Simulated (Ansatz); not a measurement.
# Au(111) / 1 layer Pd(111) / Au(111): resistance against film thickness

How does the resistance across the layers grow with the film in Au(111) / 1 layer Pd(111) / Au(111)?

Program: Ansatz 0.2.0. Level of theory: Ansatz plane-wave DFT, LDA, PAW files; ballistic transport by layer matching (Landauer), zero bias; PAW set soft_1. Results are calculated unless marked as measured.

### Step 1. Starting point

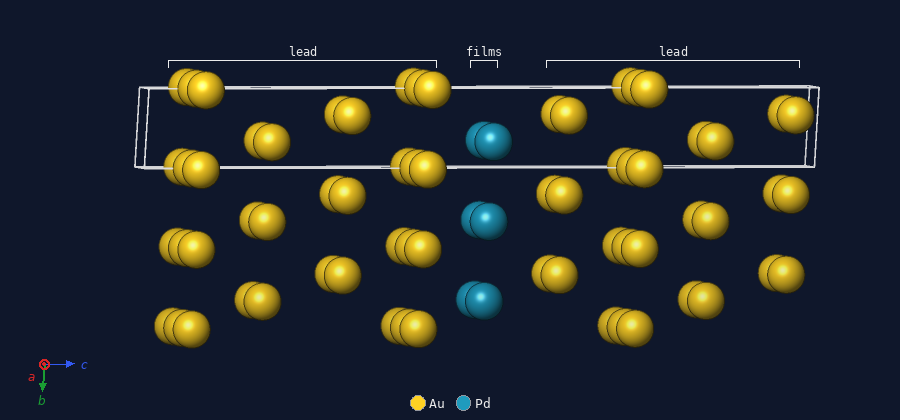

The cell as given, from the side, with the c axis across the page (gold yellow, palladium blue). 2×3×1 cells are drawn. Some periodic images of atoms are drawn too.

The cell holds 9 atoms: 8 Au and 1 Pd. Cell: a = 2.884 Å, b = 2.884 Å, c = 20.880 Å, α = 90.0°, β = 90.0°, γ = 120.0°. It derives from Au and Pd. Regions: lead, 8 atoms (8 Au); films, 1 atom (1 Pd). The structure is stacked along c, and the current runs across the ab planes.

### Step 2. With 1 layer

The film is laid into the lead at the lead's in-plane lattice, and the cell closes on the lead's own image. The mesh across the current, 30×30, is finer than the density's, because channels open and close sharply across the zone. Energies from -1 to 1 eV in steps of 0.036 eV cover the slope of the Fermi function at 300 K, so the program can form a conductance.

The input, input.yaml:

```yaml
crystal:
  lattice:
    - [2.8837582304, 0.0, 0.0]
    - [-1.4418791152, 2.4974078859, 0.0]
    - [0.0, 0.0, 20.8796540258]
  atoms:
    - { symbol: Au, position: [0.0, 0.0, 0.0563845247] }
    - { symbol: Au, position: [0.3333333333, 0.6666666667, 0.169153574] }
    - { symbol: Au, position: [0.6666666667, 0.3333333333, 0.2819226234] }
    - { symbol: Au, position: [0.0, 0.0, 0.3946916727] }
    - { symbol: Pd, position: [0.3333333333, 0.6666666667, 0.5] }
    - { symbol: Au, position: [0.6666666667, 0.3333333333, 0.6053083273] }
    - { symbol: Au, position: [0.0, 0.0, 0.7180773766] }
    - { symbol: Au, position: [0.3333333333, 0.6666666667, 0.830846426] }
    - { symbol: Au, position: [0.6666666667, 0.3333333333, 0.9436154753] }
kpoints:
  mp_grid: { grid: [15, 15, 2] }
hamiltonian:
  xc: lda
  pseudopotentials: { kind: paw, azcp: { folder: soft_1 }, xc_functional: pbe }
scf:
  occupations: { method: fermi_dirac, width: 0.1 }
output:
  transmission: { leads: [[0, 1]], kmesh: [30, 30], e_range: [-1.0, 1.0], de: 0.036 }
  write_potential: true
  write_density: true
  volumetric_format: npy
  elf: true
```

The run is started by

```sh
$ ansatz run input.yaml --threads 4 --pin off --max-ram 8192MiB --backend cpu --events-out ev --progress --plain --runs-dir out
```

Numbers of over 12 decimals in the logs are rounded to 6 here.

What it wrote:

```text
Engine: ansatz 0.2.0, x86_64-unknown-linux-gnu
Pseudopotentials: kind: paw
Pseudopotential: Au, paw, valence charge 19, recommended cutoff 420 eV (normal), soft_1/Au.paw.azcp
Pseudopotential: Pd, paw, valence charge 18, recommended cutoff 420 eV (normal), soft_1/Pd.paw.azcp
Functional definition: SPW92
  exchange = slater_x
  correlation = pw_c
Crystal: 9 atoms, lattice volume = 150.374 Å³
Basis set: ecut = 420 eV, 2913 PW (Γ)
Bands: 102, of which v1, the nominal top of the filled ones, is band 85 counted from 1 (84 counted from 0)
Symmetry: 12 space group operations
Space group: P-3m1 (ITA 164), of the structure as read, at distance tolerance 5.3e-5 Å
k-points: 54 of 450
Non-local potential: Au, projectors of the file, l = 0: 3, l = 1: 2, l = 2: 2, l = 3: 1
Non-local potential: Pd, projectors of the file, l = 0: 2, l = 1: 2, l = 2: 2, l = 3: 1
PAW form: soft (Blöchl's): semilocal exchange-correlation on the pseudo side does not see the compensation charge
PAW frozen core: Au, regenerated for the run's functional, and the local potential with it (the file was generated under x = pbe(κ = 0.804, μ = 0.219515), c = pbe(β = 0.066725))
PAW frozen core: Pd, regenerated for the run's functional, and the local potential with it (the file was generated under x = pbe(κ = 0.804, μ = 0.219515), c = pbe(β = 0.066725))
PAW one-centre angular grid: Au, 590 points (default); XC on 64 Gauss nodes
PAW one-centre angular grid: Pd, 590 points (default); XC on 64 Gauss nodes
Initial density: superposition of atomic densities (chi_scale 0.1, normalization cell, long waves of neutral atoms (reshape's long-wave potential 4.79 eV rms, cloud 2.75 Å wide))
Initial wavefunctions: pseudopotential atomic-orbital guess
Functional: x = slater, c = lda
SCF iter   1: F=—  HF=-109780.579339 eV  |F-HF|=—  |Δ(HF+E_count)|=         —  Δρ=8.94e-2  dr2=2.78e1  ethr=3.10e-3  ⟨swp⟩=4.7  Hψ=16836  notcnv=0  defer=165
preconditioner: auto → Kerker (q_TF=auto, 2.785 Å⁻¹)  [metal: Δε(μ)=0.014 eV  Ē_g=10.203 eV  σ=0.100 eV  W_gap=0.03  n_scr=60 (ndim 8)  ℏωp=30.0 eV  f_vac=0.000  D(μ)=3.16/eV (n_scr^D=12)]
SCF iter   2: F=—  HF=-109777.431151 eV  |F-HF|=—  |Δ(HF+E_count)|=    3.15e0  Δρ=4.68e-2  dr2=1.19e1  ethr=3.10e-3  ⟨swp⟩=2.2  Hψ=8778  notcnv=0  defer=364
SCF iter   3: F=—  HF=-109775.996601 eV  |F-HF|=—  |Δ(HF+E_count)|=    1.43e0  Δρ=8.62e-3  dr2=1.58e0  ethr=3.10e-3  ⟨swp⟩=2.2  Hψ=8264  notcnv=0  defer=364
SCF iter   4: F=—  HF=-109775.904892 eV  |F-HF|=—  |Δ(HF+E_count)|=   9.17e-2  Δρ=2.94e-3  dr2=2.08e-1  ethr=9.31e-4  ⟨swp⟩=1.4  Hψ=6434  notcnv=0  defer=368
SCF iter   5: F=—  HF=-109775.893111 eV  |F-HF|=—  |Δ(HF+E_count)|=   1.18e-2  Δρ=1.09e-3  dr2=8.62e-3  ethr=1.22e-4  ⟨swp⟩=1.0  Hψ=5125  notcnv=0  defer=368
SCF iter   6: F=—  HF=-109775.892392 eV  |F-HF|=—  |Δ(HF+E_count)|=   7.19e-4  Δρ=4.00e-4  dr2=2.07e-3  ethr=5.07e-6  ⟨swp⟩=1.0  Hψ=5127  notcnv=0  defer=368
SCF iter   7: F=—  HF=-109775.892201 eV  |F-HF|=—  |Δ(HF+E_count)|=   1.91e-4  Δρ=1.61e-4  dr2=2.29e-4  ethr=1.22e-6  ⟨swp⟩=1.0  Hψ=5126  notcnv=0  defer=368
SCF iter   8: F=—  HF=-109775.892165 eV  |F-HF|=—  |Δ(HF+E_count)|=   3.58e-5  Δρ=6.17e-5  dr2=2.95e-5  ethr=1.35e-7  ⟨swp⟩=2.0  Hψ=5966  notcnv=0  defer=368
SCF iter   9: F=—  HF=-109775.892151 eV  |F-HF|=—  |Δ(HF+E_count)|=   1.44e-5  Δρ=2.74e-5  dr2=3.30e-6  ethr=1.74e-8  ⟨swp⟩=1.5  Hψ=5332  notcnv=0  defer=371
SCF iter  10: F=—  HF=-109775.892150 eV  |F-HF|=—  |Δ(HF+E_count)|=   3.30e-7  Δρ=1.20e-5  dr2=1.47e-6  ethr=1.94e-9  ⟨swp⟩=2.0  Hψ=9079  notcnv=0  defer=371
SCF iter  11: F=—  HF=-109775.892150 eV  |F-HF|=—  |Δ(HF+E_count)|=   7.01e-8  Δρ=4.01e-6  dr2=3.33e-7  ethr=8.65e-10  ⟨swp⟩=1.0  Hψ=5125  notcnv=0  defer=371
SCF iter  12: F=-109775.892150 eV  HF=-109775.892150 eV  |F-HF|=4.50e-8  |Δ(HF+E_count)|=   1.98e-8  Δρ=1.46e-6  dr2=4.57e-8  ethr=5.88e-11  ⟨swp⟩=9.6  Hψ=18570  notcnv=0
SCF 1 converged in 12 iterations: F = -109775.892150 eV  dr2 = 4.57e-8
  greatest PAW one-centre occupation: 1.001 electrons in one spin orbital (limit 2), on the Au atom at site 5 (counted from 0), in its partial waves of l = 0
transmission: 319 of 3185 steps passed
transmission: 638 of 3185 steps passed
[...]
transmission: 3185 of 3185 steps passed
SCF converged after 12 iterations
Free energy (F): -109775.892150 eV
Harris-Foulkes:  -109775.892150 eV  (|F-HF|=4.50e-8)
Internal energy: -109775.797404 eV  (E = F + TS)
E sigma→0 (E₀):  -109775.844777 eV
Entropy (-TS):   -0.094746 eV (-10.527 meV/atom)
Fermi energy:    20.197281 eV
--- Per-component energies (eV) ---
  E_band       = -1852.627322
  E_kinetic    = 5074.054737
  E_local      = -15501.801248  (includes V_loc(G=0)·N_el)
  E_nonlocal   = 1219.547579
  E_hartree    = 6632.461496
  E_xc         = -1851.560059
  E_vxc        = -2266.167937  (∫ρ·V_xc dr)
  E_paw        = -79265.670480  (= ΣΔE_a)
  E_vpaw       = -3643.196967  (= ΣTr[D̂ρ^β])
  E_aug_tail   = 0.012780  (compensation charges beyond the density's cutoff)
  E_ewald      = -26087.704912
  E_core_change = 4.862702  (= ΣΔE_core)
  E_smearing   = -0.094746  (= −TS)
  E_closure    = -0.000000  (closes the sum)
  Σ components = -109775.892150   (vs F -109775.892150, Δ=0.00e0)
--- Band table (eV; the first three rows and the last of 54) ---
  k-point 0: bands = [... 81 lower, 17.8079, 18.1514, 18.1514, 18.3608, 18.3608, 18.6818, 19.0924, 19.4333, ... 13 higher]
  k-point 1: bands = [... 81 lower, 17.9746, 17.9746, 18.0827, 18.0827, 18.3660, 18.3660, 19.4335, 19.4335, ... 13 higher]
  k-point 2: bands = [... 81 lower, 17.9190, 18.1213, 18.1336, 18.2450, 18.4109, 18.8536, 19.4387, 19.5098, ... 13 higher]
  k-point 53: bands = [... 81 lower, 22.6633, 22.6780, 22.6780, 22.8777, 22.8777, 23.0720, 23.6299, 23.6299, ... 13 higher]
--- Transmission ---
  basis      : 61 plane waves across, 35 finite elements along
  points     : 91, standing for a mesh of 30 x 30
  filling    : by the input's occupations and mesh, since the crystals that have channels conduct as metals do. If one of these is a semiconductor, that mesh has misplaced its level
  energies   : 56 from -1.000000 to 0.980000 eV about the Fermi level, 0.036000 eV apart; the leads are filled to 0.000000 eV, and channels, transmission and decay are at 0.008000 eV
  crystal 0  : Au1, at the sites [0, 1], period 2.3546 Å, over 18.84 Å; its Hamiltonian steps by up to 9.0 meV
    offset         : up to 0.0000 Å between an atom of the period and one for which it stands
    filled         : 44.6 meV over the level at which it is neutral
    channels       : 7.966667e-1 a spin
    conductance    : 8.5512e14 S/m² at 300 K; may be off by some 0.0 % by where its bands' edges are placed, 4.2 % from the k-mesh, 0.4 % from the distance to neutral
    slowest decay  : 0.0852 /Å at (0.0667, 0.0000)
  junction   : crystal 0 to crystal 0, 0.70 to 19.22 Å
    transmission   : 6.492966e-1 a spin
    conductance    : 7.0153e14 S/m² at 300 K (7.2392e14 on every other point, 7.0096e14 on every other energy)
    error estimate : 0.1 % from the energy spacing and 0.0 % from band edges of the leads and from resonances (wavevectors taken as independent; lower de), 3.2 % from the k-mesh, 1.2 % from the steps of its leads' Hamiltonians or their offsets (lay more layers), 0.7 % from the distance to neutral
    resistance     : 2.5603e-4 Ω µm² beyond half of each lead's own
```

Elapsed: 66 s, on 4 threads of Intel Xeon Platinum 8488C (Sapphire Rapids), shared host; peak memory 0.98 GiB.

This step gave:

```yaml
free_energy: -109775.8922 eV
energy_at_zero_smearing: -109775.8448 eV
fermi_energy: 20.20 eV
cell_area: 7.202 Å²
step_of_the_lead_s_potential: 9 meV
ballistic_conductance_of_the_lead: 8.55e14 S/m²
estimated_errors_of_the_lead_s_conductance: 0, 4.2, 0.4 % (band edges, k-mesh, distance from neutral)
lead_conductance_per_cell: 0.7948 G₀
conductance_of_the_junction: 7.02e14 S/m²
junction_conductance_per_cell: 0.6521 G₀
estimated_errors_of_the_junction_s_conductance: 0.1, 0, 3.2, 1.2, 0.7 % (energy step, band edges, k-mesh, leads' steps, distance from neutral)
area_resistance_that_the_stack_adds_contact_term_taken_off_spin_by_spin: 0.2560 fΩ m²
```

Per spin. Table of transmission, zone mean by energy, zero at the Fermi level:

```csv
energy (eV),"transmission, zone mean"
-1.000,0.478
-0.784,0.527
-0.604,0.662
-0.532,0.677
-0.388,0.672
-0.208,0.637
0.008,0.649
0.188,0.660
0.404,0.666
0.584,0.677
0.800,0.691
```

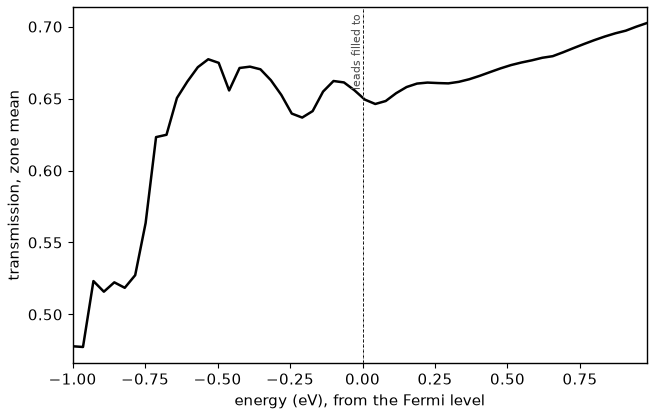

Transmission, zone mean, plotted against energy.

Per spin. The open channels, zone mean, lead by energy, zero at the Fermi level:

```csv
energy (eV),"open channels, zone mean, lead"
-1.000,0.657
-0.892,0.683
-0.784,0.71
-0.640,0.723
-0.532,0.737
-0.424,0.75
-0.316,0.79
-0.172,0.783
-0.064,0.783
0.008,0.797
0.044,0.797
0.152,0.817
0.296,0.837
0.404,0.837
0.512,0.837
0.620,0.837
0.764,0.863
0.872,0.877
0.980,0.873
```

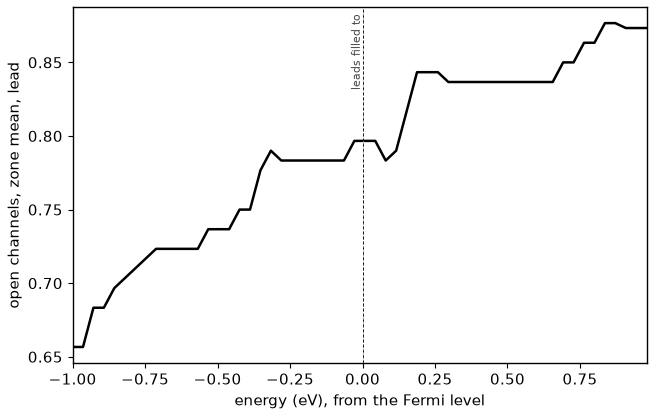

Open channels, zone mean, lead, plotted against energy.

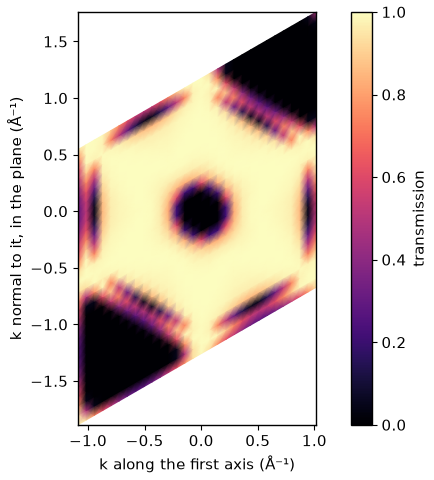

Transmission over k1 and k2. At 0.0080 eV from the Fermi level.

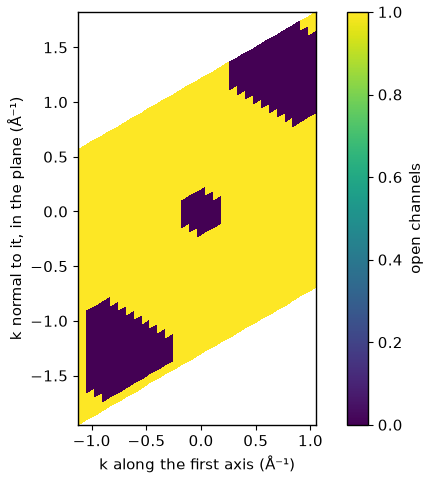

Open channels over k1 and k2. At 0.0080 eV from the Fermi level.

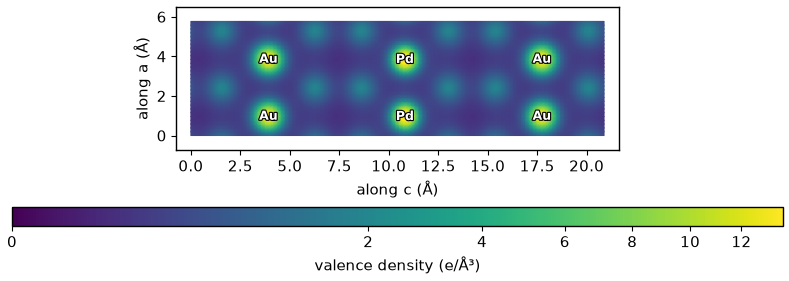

Valence density in the ca plane at fractional y = 0.667, with atoms of Au and Pd within 0.2 Å of it. It is the smooth field of the valence electrons, not physical close to the nuclei. The colour scale is stretched toward low values.

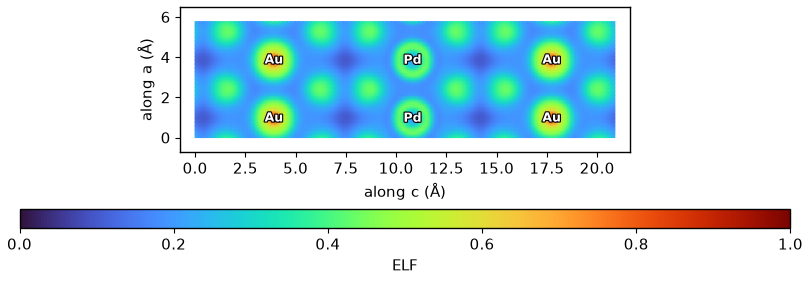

ELF in the ca plane at fractional y = 0.667, with atoms of Au and Pd within 0.2 Å of it. It is the smooth field of the valence electrons, not physical close to the nuclei.

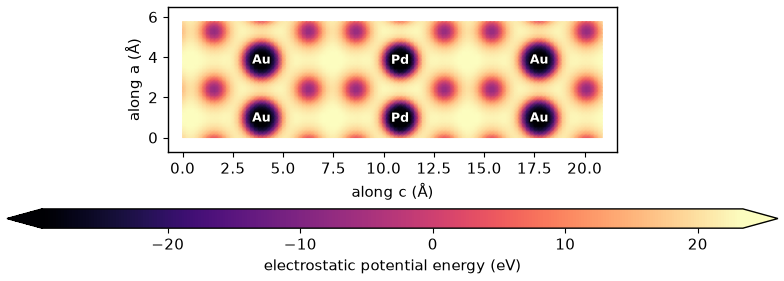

Electrostatic potential energy in the ca plane at fractional y = 0.667, with atoms of Au and Pd within 0.2 Å of it. With pseudopotentials it is smooth inside the atoms' cores, unlike the true potential.

The lead's potential steps by 9 meV from period to period, small in itself. The program estimates the junction's conductance to 3.2 % from the k-mesh, 0.7 % from the leads' distance from neutral and 1.2 % from their steps.

By hand: 1/G − 1/G_lead = 1/0.7015 − 1/0.8551 = 0.256 fΩ m² with G in 10¹⁵ S/m².

### Step 3. With 3 layers, k-mesh 15×15×1, film layers 3

The stack now holds 3 film layers; the k-mesh follows the cell, and the energies span -0.27 to 0.27 eV.

System of this step: Au(111) / 3 layers Pd(111) / Au(111). The cell holds 12 atoms: 9 Au and 3 Pd. Its edges and angles: a = 2.884 Å, b = 2.884 Å, c = 27.320 Å, α = 90.0°, β = 90.0°, γ = 120.0°. It derives from Au and Pd. Regions: lead, 9 atoms (9 Au); films, 3 atoms (3 Pd). The structure is stacked along c, and the current runs across the ab planes.

The input, input.yaml:

```yaml
crystal:
  lattice:
    - [2.8837582304, 0.0, 0.0]
    - [-1.4418791152, 2.4974078859, 0.0]
    - [0.0, 0.0, 27.3202810474]
  atoms:
    - { symbol: Au, position: [0.0, 0.0, 0.0430921397] }
    - { symbol: Au, position: [0.3333333333, 0.6666666667, 0.1292764191] }
    - { symbol: Au, position: [0.6666666667, 0.3333333333, 0.2154606985] }
    - { symbol: Au, position: [0.0, 0.0, 0.3016449779] }
    - { symbol: Pd, position: [0.3333333333, 0.6666666667, 0.3821273652] }
    - { symbol: Pd, position: [0.6666666667, 0.3333333333, 0.4569078603] }
    - { symbol: Pd, position: [0.0, 0.0, 0.5316883554] }
    - { symbol: Au, position: [0.3333333333, 0.6666666667, 0.6121707427] }
    - { symbol: Au, position: [0.6666666667, 0.3333333333, 0.6983550221] }
    - { symbol: Au, position: [0.0, 0.0, 0.7845393015] }
    - { symbol: Au, position: [0.3333333333, 0.6666666667, 0.8707235809] }
    - { symbol: Au, position: [0.6666666667, 0.3333333333, 0.9569078603] }
kpoints:
  mp_grid: { grid: [15, 15, 1] }
hamiltonian:
  xc: lda
  pseudopotentials: { kind: paw, azcp: { folder: soft_1 }, xc_functional: pbe }
scf:
  occupations: { method: fermi_dirac, width: 0.1 }
output:
  transmission:
    leads: [[0, 1]]
    kmesh: [30, 30]
    e_range: [-0.27, 0.27]
    de: 0.036
  write_potential: true
  write_density: true
  volumetric_format: npy
```

What it wrote:

```text
[...]
Crystal: 12 atoms, lattice volume = 196.758 Å³
Basis set: ecut = 420 eV, 3847 PW (Γ)
Bands: 135, of which v1, the nominal top of the filled ones, is band 113 counted from 1 (112 counted from 0)
Symmetry: 12 space group operations
[...]
k-points: 27 of 225
[...]
--- Transmission ---
  basis      : 61 plane waves across, 41 finite elements along
  points     : 91, standing for a mesh of 30 x 30
[...]
filled         : 41.8 meV over the level at which it is neutral
    channels       : 7.966667e-1 a spin
[...]
slowest decay  : 0.0860 /Å at (0.0667, 0.0000)
  junction   : crystal 0 to crystal 0, -0.70 to 24.27 Å
    transmission   : 5.984617e-1 a spin
[...]
resistance     : 3.9981e-4 Ω µm² beyond half of each lead's own
[key lines of the parts left out:]
SCF converged after 12 iterations
Free energy (F): -136331.377195 eV
Fermi energy:    20.077674 eV
```

Run time: 35 s. Hardware: 4 threads; peak memory 1.1 GiB.

Numbers from this step:

| Item | Value |
| --- | --- |
| free energy | -136331.3772 eV |
| energy at zero smearing | -136331.2644 eV |
| Fermi energy | 20.08 eV |
| step of the lead's potential | 3.4 meV |
| lead conductance per cell | 0.7947 G₀ |
| conductance of the junction | 6.37e14 S/m² |
| junction conductance per cell | 0.5922 G₀ |
| estimated errors of the junction's conductance | 0, 0, 1.7, 0.8, 1.1 % (energy step, band edges, k-mesh, leads' steps, distance from neutral) |
| area resistance that the stack adds (contact term taken off, spin by spin) | 0.3998 fΩ m² |

Per spin. The transmission, zone mean by energy, zero at the Fermi level:

```csv
energy (eV),"transmission, zone mean"
-0.270,0.617
-0.234,0.608
-0.198,0.585
-0.162,0.611
-0.126,0.601
-0.090,0.579
-0.054,0.582
-0.018,0.587
0.018,0.598
0.054,0.603
0.090,0.602
0.126,0.600
0.162,0.589
0.198,0.583
0.234,0.602
0.270,0.613
```

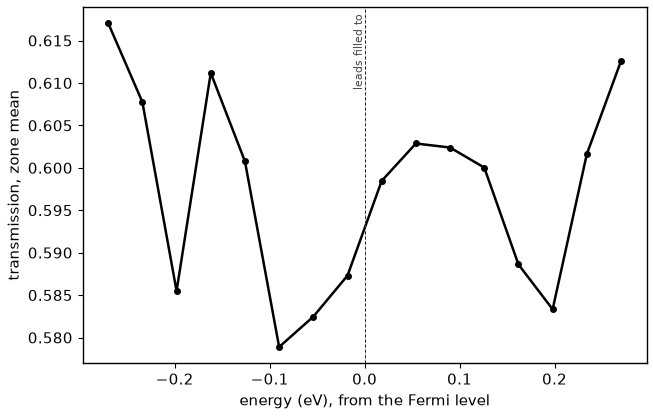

Transmission, zone mean against energy.

The conductance of the junction is 6.4e14 S/m², 9.2 % under the 7.0e14 S/m² of the last finished run.

[end of part 1 of 2]

[Logs are printed without paths, hosts, clocks, repeated set-up lines and the standing remarks that a program may print on its own settings, such as how far it seeks lower states.]

[Hosts, paths, dates, database ids (printed as entryN), source tags and the programs' standing remarks are cut or masked in the printed files.]
